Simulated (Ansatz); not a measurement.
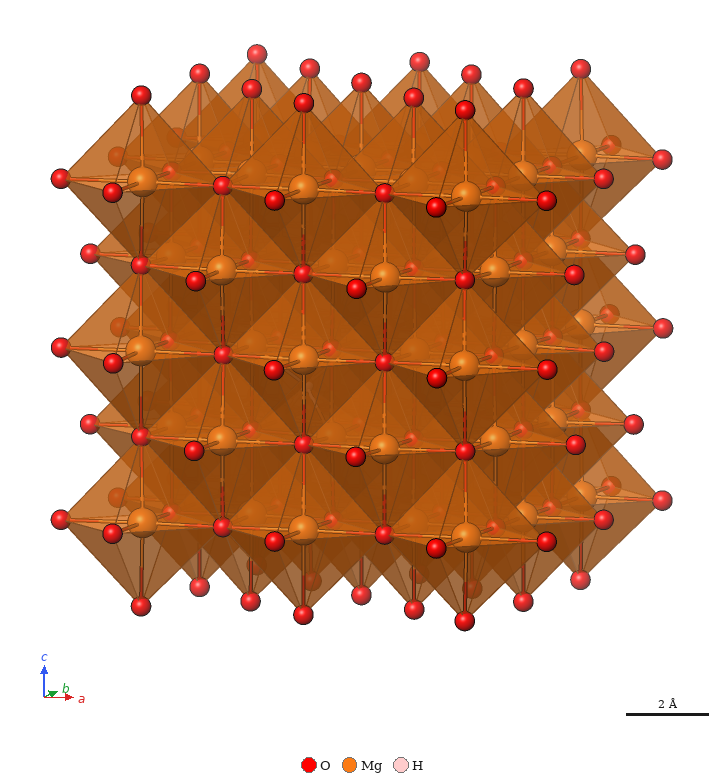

The structure as given in the input (polyhedral view of the cell of the calculation, seen slightly off an axis; polyhedra are completed across the faces of the cell).

**Geometry relaxation of Mg32O32H (charge −1) (part 1 of 2)**

Mg32O32H (defect cell, 65 atoms in the cell, total charge −1), computed with DFT, PBEsol, PAW, plane waves (Ansatz 0.2.0).

What the program printed:
```
Pseudopotentials: kind: paw
Functional definition: PBEsol
  exchange = pbesol_x
  correlation = pbesol_c
Crystal: 65 atoms, lattice volume = 598.823 Å³
Basis set: ecut = 420 eV, 11753 PW (Γ), exchange–correlation on 120×120×120 points (8 copies of the dense FFT grid, shifted against one another)
Bands: 322, of which v1, the nominal top of the filled ones, is band 257 counted from 1 (256 counted from 0)
Symmetry: 1 space group operations
k-points: 1
Non-local potential: O, projectors of the file, l = 0: 2, l = 1: 2, l = 2: 1
Non-local potential: Mg, projectors of the file, l = 0: 3, l = 1: 2, l = 2: 1
Non-local potential: H, projectors of the file, l = 0: 2, l = 1: 1
PAW form: soft (Blöchl's): semilocal exchange-correlation on the pseudo side does not see the compensation charge
PAW frozen core: O, regenerated for the run's functional, and the local potential with it (the file was generated under x = pbe(κ = 0.804, μ = 0.2195149727645171), c = pbe(β = 0.06672455060314922))
PAW frozen core: Mg, regenerated for the run's functional, and the local potential with it (the file was generated under x = pbe(κ = 0.804, μ = 0.2195149727645171), c = pbe(β = 0.06672455060314922))
PAW one-centre angular grid: O, 110 points (default); XC on 64 Gauss nodes
PAW one-centre angular grid: Mg, 110 points (default); XC on 64 Gauss nodes
PAW one-centre angular grid: H, 110 points (default); XC on 64 Gauss nodes
Initial density: superposition of atomic densities (neutral atoms scaled as one to the charged cell's electrons: chi_scale 0, normalization atom), corrected by the library's trained network
Initial wavefunctions: pseudopotential atomic-orbital guess
Functional: x = pbesol(κ = 0.804, μ = 0.12345679012345678), c = pbesol(β = 0.046)
SCF iter   1: F=—  HF=-79227.242212 eV  |F-HF|=—  |Δ(HF+E_count)|=         —  Δρ=2.48e-2  dr2=4.54e0  ethr=1.77e-3  ⟨swp⟩=6.0  Hψ=1356  notcnv=0  defer=14
preconditioner: auto → Resta (q_TF=auto, 2.660 Å⁻¹)  ε∞=3.4  [insulator: Δε(μ)=1.853 eV  Ē_g=15.633 eV  σ=0.010 eV  W_gap=1.00  n_scr=178 (ndim 8)  ℏωp=24.4 eV  f_vac=0.000  D(μ)=0.00/eV (n_scr^D=0)  ε∞_Penn≈3.4]
SCF iter   2: F=—  HF=-79226.191541 eV  |F-HF|=—  |Δ(HF+E_count)|=    1.05e0  Δρ=9.72e-3  dr2=9.89e-1  ethr=8.84e-4  ⟨swp⟩=2.0  Hψ=472  notcnv=0  defer=61
SCF iter   3: F=—  HF=-79226.024886 eV  |F-HF|=—  |Δ(HF+E_count)|=   1.67e-1  Δρ=5.51e-3  dr2=2.66e-1  ethr=1.92e-4  ⟨swp⟩=3.0  Hψ=473  notcnv=0  defer=61
SCF iter   4: F=—  HF=-79225.994125 eV  |F-HF|=—  |Δ(HF+E_count)|=   3.08e-2  Δρ=1.40e-3  dr2=1.13e-2  ethr=5.18e-5  ⟨swp⟩=2.0  Hψ=376  notcnv=0  defer=61
SCF iter   5: F=—  HF=-79225.984393 eV  |F-HF|=—  |Δ(HF+E_count)|=   9.73e-3  Δρ=2.93e-4  dr2=6.29e-4  ethr=2.21e-6  ⟨swp⟩=2.0  Hψ=362  notcnv=0  defer=61
SCF iter   6: F=—  HF=-79225.984207 eV  |F-HF|=—  |Δ(HF+E_count)|=   1.87e-4  Δρ=6.62e-5  dr2=4.46e-5  ethr=1.22e-7  ⟨swp⟩=2.0  Hψ=486  notcnv=0  defer=61
SCF iter   7: F=-79225.984189 eV  HF=-79225.984195 eV  |F-HF|=5.76e-6  |Δ(HF+E_count)|=   1.21e-5  Δρ=2.27e-5  dr2=7.12e-6  ethr=4.38e-9  ⟨swp⟩=12.0  Hψ=1799  notcnv=0
SCF 1 converged in 7 iterations: F = -79225.984189 eV  dr2 = 7.12e-6
  greatest PAW one-centre occupation: 1.000 electrons in one spin orbital (limit 2), on the Mg atom at site 50 (counted from 0), in its partial waves of l = 0
relax step   1: F+E_penalty+E_count = -79225.98418887 eV  Δ(F+E_penalty+E_count) = +0.000e0 eV  max|allowed force component| = 2.346e0 eV/Å  Δτ_max = 0.0000 Å  (7 SCF iters, dr2 threshold 2.25e-5 eV, accepted)
Initial density: handed on by an earlier stage of this run
Initial wavefunctions: those handed on with the density
iter 1 solved again at ethr=1.89e-4 eV; its pass at ethr=3.10e-3 eV (dr2=9.71e-1 eV) is discarded
SCF iter   1: F=—  HF=-79228.138622 eV  |F-HF|=—  |Δ(HF+E_count)|=         —  Δρ=1.12e-2  dr2=9.46e-1  ethr=1.89e-4  ⟨swp⟩=1.0  Hψ=974  notcnv=0  defer=61
preconditioner: auto → Resta (q_TF=auto, 2.660 Å⁻¹)  ε∞=3.4  [insulator: Δε(μ)=2.518 eV  Ē_g=15.743 eV  σ=0.010 eV  W_gap=1.00  n_scr=178 (ndim 8)  ℏωp=24.4 eV  f_vac=0.000  D(μ)=0.00/eV (n_scr^D=0)  ε∞_Penn≈3.4]
SCF iter   2: F=—  HF=-79227.929987 eV  |F-HF|=—  |Δ(HF+E_count)|=   2.09e-1  Δρ=5.77e-3  dr2=3.03e-1  ethr=1.84e-4  ⟨swp⟩=2.0  Hψ=362  notcnv=0  defer=61
SCF iter   3: F=—  HF=-79227.840638 eV  |F-HF|=—  |Δ(HF+E_count)|=   8.93e-2  Δρ=1.05e-3  dr2=5.87e-3  ethr=5.89e-5  ⟨swp⟩=3.0  Hψ=517  notcnv=0  defer=61
SCF iter   4: F=—  HF=-79227.832782 eV  |F-HF|=—  |Δ(HF+E_count)|=   7.86e-3  Δρ=2.88e-4  dr2=9.53e-4  ethr=1.14e-6  ⟨swp⟩=2.0  Hψ=472  notcnv=0  defer=61
SCF iter   5: F=—  HF=-79227.832464 eV  |F-HF|=—  |Δ(HF+E_count)|=   3.18e-4  Δρ=7.30e-5  dr2=5.30e-5  ethr=1.85e-7  ⟨swp⟩=2.0  Hψ=398  notcnv=0  defer=61
SCF iter   6: F=-79227.832448 eV  HF=-79227.832452 eV  |F-HF|=4.20e-6  |Δ(HF+E_count)|=   1.19e-5  Δρ=2.67e-5  dr2=5.33e-6  ethr=1.03e-8  ⟨swp⟩=10.0  Hψ=1286  notcnv=0
SCF 2 converged in 6 iterations: F = -79227.832448 eV  dr2 = 5.33e-6
  greatest PAW one-centre occupation: 1.000 electrons in one spin orbital (limit 2), on the Mg atom at site 35 (counted from 0), in its partial waves of l = 0
relax step   2: F+E_penalty+E_count = -79227.83244782 eV  Δ(F+E_penalty+E_count) = -1.848e0 eV  max|allowed force component| = 1.707e0 eV/Å  Δτ_max = 0.1353 Å  (6 SCF iters, dr2 threshold 1.00e-4 eV, accepted)
SCF iter   1: F=—  HF=-79228.569196 eV  |F-HF|=—  |Δ(HF+E_count)|=         —  Δρ=6.84e-3  dr2=1.68e-1  ethr=2.09e-3  ⟨swp⟩=4.0  Hψ=700  notcnv=0  defer=4
preconditioner: auto → Resta (q_TF=auto, 2.660 Å⁻¹)  ε∞=3.4  [insulator: Δε(μ)=3.888 eV  Ē_g=15.742 eV  σ=0.010 eV  W_gap=1.00  n_scr=178 (ndim 8)  ℏωp=24.4 eV  f_vac=0.000  D(μ)=0.00/eV (n_scr^D=0)  ε∞_Penn≈3.4]
SCF iter   2: F=—  HF=-79228.542209 eV  |F-HF|=—  |Δ(HF+E_count)|=   2.70e-2  Δρ=3.40e-3  dr2=4.40e-2  ethr=3.27e-5  ⟨swp⟩=2.0  Hψ=475  notcnv=0  defer=60
relax step   3: F+E_penalty+E_count = -79228.53077721 eV  Δ(F+E_penalty+E_count) = -6.983e-1 eV  max|allowed force component| = 7.595e-1 eV/Å  Δτ_max = 0.1950 Å  (6 SCF iters, dr2 threshold 1.00e-4 eV, accepted)
preconditioner: auto → Resta (q_TF=auto, 2.660 Å⁻¹)  ε∞=3.4  [insulator: Δε(μ)=2.971 eV  Ē_g=15.746 eV  σ=0.010 eV  W_gap=1.00  n_scr=178 (ndim 8)  ℏωp=24.4 eV  f_vac=0.000  D(μ)=0.00/eV (n_scr^D=0)  ε∞_Penn≈3.4]
relax step   4: F+E_penalty+E_count = -79228.75750638 eV  Δ(F+E_penalty+E_count) = -2.267e-1 eV  max|allowed force component| = 1.688e-1 eV/Å  Δτ_max = 0.0542 Å  (6 SCF iters, dr2 threshold 1.00e-4 eV, accepted)
preconditioner: auto → Resta (q_TF=auto, 2.660 Å⁻¹)  ε∞=3.4  [insulator: Δε(μ)=2.993 eV  Ē_g=15.738 eV  σ=0.010 eV  W_gap=1.00  n_scr=178 (ndim 8)  ℏωp=24.4 eV  f_vac=0.000  D(μ)=0.00/eV (n_scr^D=0)  ε∞_Penn≈3.4]
SCF iter   2: F=—  HF=-79228.788551 eV  |F-HF|=—  |Δ(HF+E_count)|=   3.47e-3  Δρ=1.13e-3  dr2=5.68e-3  ethr=3.50e-6  ⟨swp⟩=2.0  Hψ=374  notcnv=0  defer=61
SCF iter   3: F=—  HF=-79228.786955 eV  |F-HF|=—  |Δ(HF+E_count)|=   1.60e-3  Δρ=9.24e-5  dr2=4.93e-5  ethr=1.11e-6  ⟨swp⟩=2.0  Hψ=481  notcnv=0  defer=61
SCF iter   4: F=—  HF=-79228.779732 eV  |F-HF|=—  |Δ(HF+E_count)|=   7.22e-3  Δρ=3.47e-5  dr2=6.08e-6  ethr=9.59e-9  ⟨swp⟩=2.0  Hψ=518  notcnv=0  defer=61
iter 5 did not close the SCF: its close was put off for the readings that it lacked (scf_convergence_deferred on its scf_iter line)
SCF iter   5: F=-79228.779732 eV  HF=-79228.779732 eV  |F-HF|=2.24e-7  |Δ(HF+E_count)|=   3.17e-7  Δρ=7.49e-6  dr2=3.13e-7  ethr=1.18e-9  ⟨swp⟩=2.0  Hψ=362  notcnv=0  defer=61
SCF iter   6: F=-79228.779732 eV  HF=-79228.779732 eV  |F-HF|=2.04e-8  |Δ(HF+E_count)|=   8.40e-8  Δρ=2.13e-6  dr2=3.01e-8  ethr=6.09e-11  ⟨swp⟩=8.0  Hψ=1297  notcnv=0
SCF 5 converged in 6 iterations: F = -79228.779732 eV  dr2 = 3.01e-8
  greatest PAW one-centre occupation: 1.000 electrons in one spin orbital (limit 2), on the Mg atom at site 37 (counted from 0), in its partial waves of l = 0
relax step   5: F+E_penalty+E_count = -79228.77973204 eV  Δ(F+E_penalty+E_count) = -2.223e-2 eV  max|allowed force component| = 1.725e-2 eV/Å  Δτ_max = 0.0322 Å  (6 SCF iters, dr2 threshold 1.78e-6 eV, accepted)
iter 1 solved again at ethr=7.95e-11 eV; its pass at ethr=3.10e-3 eV (dr2=4.08e-7 eV) is discarded
SCF iter   1: F=—  HF=-79228.786868 eV  |F-HF|=—  |Δ(HF+E_count)|=         —  Δρ=1.41e-5  dr2=3.86e-7  ethr=7.95e-11  ⟨swp⟩=2.0  Hψ=986  notcnv=0
preconditioner: auto → Resta (q_TF=auto, 2.660 Å⁻¹)  ε∞=3.4  [insulator: Δε(μ)=3.025 eV  Ē_g=15.735 eV  σ=0.010 eV  W_gap=1.00  n_scr=178 (ndim 8)  ℏωp=24.4 eV  f_vac=0.000  D(μ)=0.00/eV (n_scr^D=0)  ε∞_Penn≈3.4]
SCF iter   2: F=—  HF=-79228.779732 eV  |F-HF|=—  |Δ(HF+E_count)|=   7.14e-3  Δρ=6.83e-6  dr2=1.03e-7  ethr=7.52e-11  ⟨swp⟩=3.0  Hψ=754  notcnv=0
iter 3 did not close the SCF: its close was put off for the readings that it lacked (scf_convergence_deferred on its scf_iter line)
SCF iter   3: F=-79228.779732 eV  HF=-79228.779732 eV  |F-HF|=4.69e-9  |Δ(HF+E_count)|=   1.41e-8  Δρ=4.46e-6  dr2=4.68e-8  ethr=2.00e-11  ⟨swp⟩=2.0  Hψ=518  notcnv=0
iter 4 did not close the SCF: its close was put off for the readings that it lacked (scf_convergence_deferred on its scf_iter line)
SCF iter   4: F=-79228.779732 eV  HF=-79228.779732 eV  |F-HF|=6.40e-10  |Δ(HF+E_count)|=   2.03e-8  Δρ=1.29e-6  dr2=5.36e-9  ethr=9.11e-12  ⟨swp⟩=2.0  Hψ=518  notcnv=0
iter 5 did not close the SCF: its close was put off for the readings that it lacked (scf_convergence_deferred on its scf_iter line)
SCF iter   5: F=-79228.779732 eV  HF=-79228.779732 eV  |F-HF|=8.73e-11  |Δ(HF+E_count)|=   2.11e-9  Δρ=3.21e-7  dr2=1.78e-10  ethr=1.04e-12  ⟨swp⟩=2.0  Hψ=518  notcnv=0
SCF iter   6: F=-79228.779732 eV  HF=-79228.779732 eV  |F-HF|=1.02e-10  |Δ(HF+E_count)|=  8.73e-11  Δρ=1.80e-7  dr2=5.81e-11  ethr=1.00e-12  ⟨swp⟩=1.0  Hψ=587  notcnv=0
SCF 6 converged in 6 iterations: F = -79228.779732 eV  dr2 = 5.81e-11
relax step   6: F+E_penalty+E_count = -79228.77973205 eV  Δ(F+E_penalty+E_count) = -1.179e-8 eV  max|allowed force component| = 1.725e-2 eV/Å  Δτ_max = 0.0000 Å  (6 SCF iters, accepted)
```

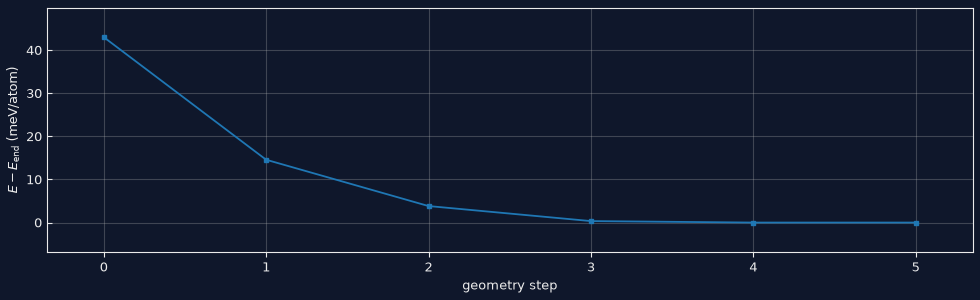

Progress of the relaxation, step by step (the first geometry is step 0 here and step 1 in the log).

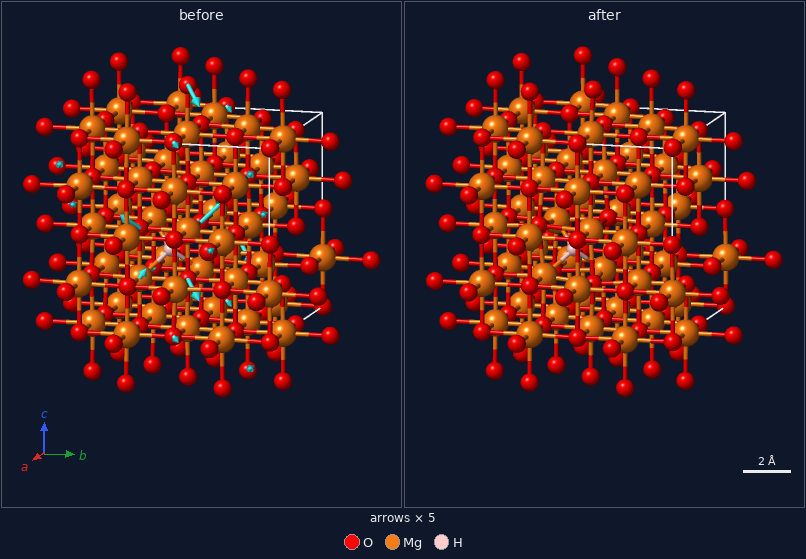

Before (left) and after (right) the relaxation, at one scale (ball-and-stick view of the cell of the calculation (origin shifted), with bonded neighbours outside it, seen slightly off an axis). The teal arrows give the displacements, magnified 5 times. After 5 geometry steps the energy has fallen by 43.0 meV per atom. Largest force component: 2.3 eV/Å at the start, 0.017 eV/Å at the end. The largest move is that of O4, 0.30 Å. Largest moves by element: O 0.30 Å, Mg 0.11 Å, H 0.02 Å. The cell stays as it was. Among the contacts that change: O4–Mg44 2.199 → 1.986 Å, O4–Mg42 2.049 → 2.241 Å, O14–Mg46 2.159 → 1.985 Å, O14–Mg42 2.084 → 2.242 Å. Among the angles that change: Mg42–O4–Mg51 92.1° → 80.6°, Mg38–O14–Mg40 179.1° → 168.2°, Mg40–O4–Mg51 90.9° → 80.5°. (Atoms are counted from 1 in the order of the input.)

```
SCF converged after 6 iterations
Free energy (F): -79228.779732 eV
Harris-Foulkes:  -79228.779732 eV  (|F-HF|=1.02e-10)
Internal energy: -79228.779732 eV  (E = F + TS)
E sigma→0 (E₀):  -79228.779732 eV
Fermi energy:    12.148730 eV
--- Per-component energies (eV) ---
  E_band       = -9332.571939
  E_kinetic    = 8198.314320
  E_local      = -51277.489571  (includes V_loc(G=0)·N_el)
  E_nonlocal   = 4605.032867
  E_hartree    = 17706.578121
  E_xc         = -3347.002891
  E_vxc        = -4313.166554  (∫ρ·V_xc dr)
  E_paw        = -13858.906507  (= ΣΔE_a)
  E_vpaw       = -1958.497413  (= ΣTr[D̂ρ^β])
  E_aug_tail   = 0.078883  (compensation charges beyond the density's cutoff)
  E_ewald      = -41258.397759
  E_core_change = 3.012806  (= ΣΔE_core)
  E_smearing   = -0.000000  (= −TS)
  E_closure    = -0.000000  (closes the sum)
  E_deformation_potential = -18.373305  (in the stress; not in F)
  Σ components = -79228.779732   (vs F -79228.779732, Δ=0.00e0)
--- Forces (eV/Å), atoms counted from 1 ---
  atom   1  O     -0.00330002    -0.00275841    -0.00179628
  atom   2  O     -0.00212464    -0.00098870     0.00504878
  atom   3  O     -0.00195994     0.00337142     0.00242720
  atom   4  O     -0.00125103    -0.00350514    -0.00190880
  atom   5  O      0.00397507    -0.00010325    -0.00055288
  atom   6  O      0.00792603    -0.00530663     0.00163202
  atom   7  O      0.00296544     0.00442500    -0.00234735
  atom   8  O      0.00021461     0.00350635     0.00446508
  atom   9  O     -0.00029188    -0.00001915    -0.00481656
  atom  10  O      0.00074597    -0.00232928     0.00390328
  atom  11  O     -0.00398551     0.00044750     0.00059410
  atom  12  O     -0.00544473     0.00339682    -0.00123309
  atom  13  O      0.00465013    -0.00540073    -0.00322177
  atom  14  O     -0.00513312    -0.00212246    -0.00768327
  atom  15  O      0.00144763     0.00192145    -0.00255153
  atom  16  O      0.00755254     0.00056276     0.00410251
  atom  17  O     -0.00489029    -0.00576221    -0.00291520
  atom  18  O     -0.00260129    -0.00198503     0.00229056
  atom  19  O     -0.00096575     0.00336408    -0.00184113
  atom  20  O     -0.00970675    -0.00600953     0.00718144
  atom  21  O      0.00558944    -0.00181804    -0.00626183
  atom  22  O      0.00196869    -0.00408208     0.00764639
  atom  23  O     -0.00725981    -0.00575991    -0.00091341
  atom  24  O      0.00653959     0.00203426     0.00290558
  atom  25  O     -0.01307877    -0.01484013    -0.01319717
  atom  26  O     -0.00421877    -0.00592561     0.00304549
  atom  27  O     -0.00402671     0.00270466    -0.00644635
  atom  28  O      0.00322400     0.00678514     0.00899660
  atom  29  O      0.00093409    -0.00270236    -0.00956458
  atom  30  O      0.00383360    -0.00170359     0.00792977
  atom  31  O      0.00374964     0.00600385    -0.00708525
  atom  32  O     -0.00220596     0.00235036     0.00511693
  atom  33  Mg     0.00043744     0.00064991     0.00263694
  atom  34  Mg    -0.00106442    -0.00194428    -0.00122851
  atom  35  Mg     0.00204639    -0.00144279    -0.00143185
  atom  36  Mg     0.00034762    -0.00100030    -0.00295341
  atom  37  Mg    -0.00232476    -0.00492448    -0.00098435
  atom  38  Mg     0.00193664    -0.00293743    -0.00195413
  atom  39  Mg    -0.00016337     0.00119199    -0.00242309
  atom  40  Mg     0.00290329     0.00138504    -0.00049158
  atom  41  Mg    -0.00129017     0.00064527     0.00009181
  atom  42  Mg    -0.00109999    -0.00191786     0.00123487
  atom  43  Mg     0.00101917     0.00042029    -0.00275803
  atom  44  Mg    -0.00105865     0.00281967    -0.00191100
  atom  45  Mg     0.00211679     0.00243850    -0.00068557
  atom  46  Mg     0.00280545    -0.00221959    -0.00091722
  atom  47  Mg    -0.00156992    -0.00097188     0.00039505
  atom  48  Mg     0.00375440     0.00234083    -0.00019400
  atom  49  Mg     0.00247847    -0.00000011    -0.00301118
  atom  50  Mg    -0.00095987    -0.00433769     0.00118728
  atom  51  Mg    -0.00108935     0.00258205    -0.00208770
  atom  52  Mg    -0.00480102     0.00458127     0.00417615
  atom  53  Mg    -0.00086600    -0.00121374     0.00652908
  atom  54  Mg    -0.00170435     0.00003777    -0.00138230
  atom  55  Mg     0.00629237    -0.00174305     0.00265191
  atom  56  Mg     0.00512239    -0.00064286     0.00027705
  atom  57  Mg    -0.00153229     0.00138959     0.00255716
  atom  58  Mg    -0.00292530     0.00383331     0.00197647
  atom  59  Mg    -0.00082169     0.00307164     0.00207665
  atom  60  Mg     0.00358849     0.00081116    -0.00546853
  atom  61  Mg     0.00018922     0.00021807    -0.00283106
  atom  62  Mg    -0.00158706     0.00129898     0.00434164
  atom  63  Mg    -0.00019245     0.00571660    -0.00201462
  atom  64  Mg    -0.00595233     0.00486853    -0.00150255
  atom  65  H      0.01311007     0.01724515     0.01315152
  max |Σ_I F_I| component: 1.67e-5 eV/Å
```
